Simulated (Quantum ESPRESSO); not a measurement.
**Energy of NiSb along an even scaling of the cell**

System: NiSb (P6₃/mmc, 4 atoms in the cell).
Method: Kohn-Sham DFT of a periodic cell, PBE, SSSP 1.3 efficiency PBE, spin-polarised (Quantum ESPRESSO 7.5).

The 7 runs differ only in the geometry, by an even scaling of the cell at fixed fractional positions. The structure derives from an entry of the Crystallography Open Database.

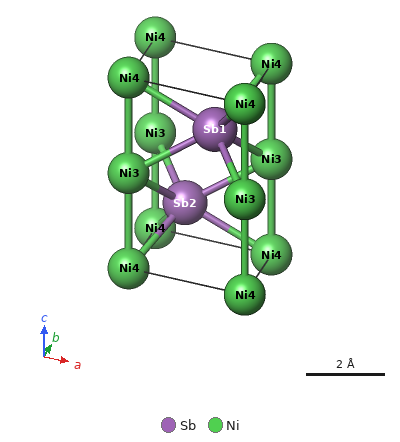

Figure 1. The structure of run 4 (ball-and-stick view of the cell of the calculation, seen slightly off an axis; atoms are numbered from 1 in the order of the input).

**Input of run 4**
```
&CONTROL
  calculation = 'scf'
  prefix = 'pwscf'
  outdir = './tmp'
  pseudo_dir = './pseudo'
  tprnfor = .true.
  tstress = .true.
  disk_io = 'nowf'
/
&SYSTEM
  ibrav = 0
  nat = 4
  ntyp = 2
  ecutwfc = 55
  ecutrho = 440
  nbnd = 47
  occupations = 'smearing'
  smearing = 'fd'
  degauss = 0.00367493
  nspin = 2
  starting_magnetization(1) = 0
  starting_magnetization(2) = 0.0556
/
&ELECTRONS
  conv_thr = 8d-10
  electron_maxstep = 120
  mixing_beta = 0.3
/
ATOMIC_SPECIES
Sb   121.7600 sb_pbe_v1.4.uspp.F.UPF
Ni    58.6934 ni_pbe_v1.4.uspp.F.UPF
CELL_PARAMETERS angstrom
   3.9280000000    0.0000000000    0.0000000000
  -1.9640000000    3.4017477861    0.0000000000
   0.0000000000    0.0000000000    5.1200000000
ATOMIC_POSITIONS crystal
Sb     0.6666666667    0.3333333333    0.7500000000
Sb     0.3333333333    0.6666666667    0.2500000000
Ni     0.0000000000    0.0000000000    0.5000000000
Ni     0.0000000000    0.0000000000    0.0000000000
K_POINTS automatic
8 8 5 0 0 0
```

Command:
```bash
OMP_NUM_THREADS=1 mpirun -n 2 pw.x -nk 2 -in pw.in > pw.out
```

Run 3 differs from it as follows:
```diff
-   3.9280000000    0.0000000000    0.0000000000
-  -1.9640000000    3.4017477861    0.0000000000
-   0.0000000000    0.0000000000    5.1200000000
+   3.9016367896    0.0000000000    0.0000000000
+  -1.9508183948    3.3789165761    0.0000000000
+   0.0000000000    0.0000000000    5.0856365485
```

**Results, with one run withheld**

| run | volume per atom (Å³) | free energy per atom, from the lowest run given (meV) | pressure (GPa) |
| --- | --- | --- | --- |
| 1 | 16.077 | 62.57 | 13.54 |
| 2 | 16.419 | 37.31 | 10.01 |
| 3 | 16.761 | ? | ? |
| 4 | 17.103 | 7.38 | 4.06 |
| 5 | 17.446 | 1.20 | 1.59 |
| 6 | 17.788 | 0.00 | −0.58 |
| 7 | 18.130 | 3.22 | −2.56 |

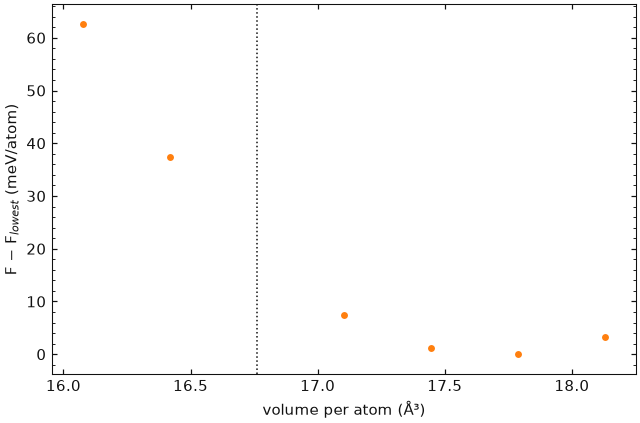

Figure 2. Free energy per atom of the runs given; the dotted line marks run 3.

Fit the runs given and predict run 3.

A cubic polynomial in V^(−2/3) (the Birch–Murnaghan form), fitted to the 6 runs given, misses them by at most 0.01 meV per atom. With x = V^(−2/3) − 0.15046 Å⁻², it reads F = 6.5962 + 4178.2 x + 6.5678e+05 x² + 2.6098e+06 x³ (meV per atom). At run 3 it gives 19.18 meV per atom, and the run itself gives 19.18. The slope of the fit gives a pressure −dF/dV of 6.95 GPa there, and the run prints 6.89 GPa. The two needn't agree exactly: the fit is approximate, and the printed stress is taken on a finite basis. The fit has its minimum at 17.704 Å³ per atom, where V d²F/dV² gives 110 GPa. Cell shape and fractional positions are held, so this is the stiffness under even scaling; the relaxed bulk modulus wasn't computed.

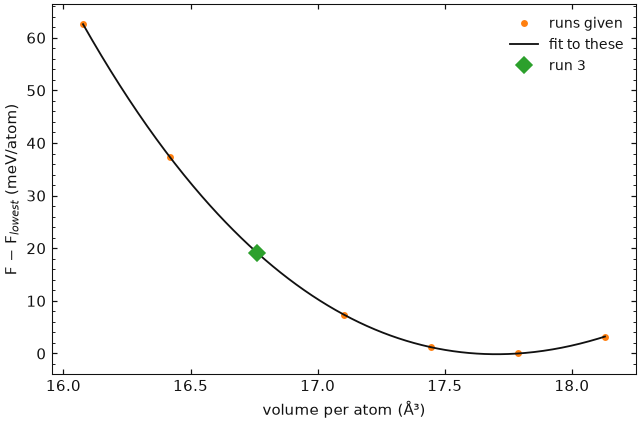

Figure 3. The fit and the withheld run.

**Some lines of the output (run 3)**
```
[...]
     total energy              =   -1056.52192951 Ry
     total energy              =   -1056.52945849 Ry
     total energy              =   -1056.53086232 Ry
     total energy              =   -1056.53097536 Ry
     total energy              =   -1056.53090222 Ry
     total energy              =   -1056.53095695 Ry
     total energy              =   -1056.53096107 Ry
     total energy              =   -1056.53096134 Ry
     total energy              =   -1056.53096157 Ry
     the Fermi energy is    15.7529 ev
!    total energy              =   -1056.53096158 Ry
     The total energy is F=E-TS. E is the sum of the following terms:
     Computing stress (Cartesian axis) and pressure
          total   stress  (Ry/bohr**3)                   (kbar)     P=       68.86
```
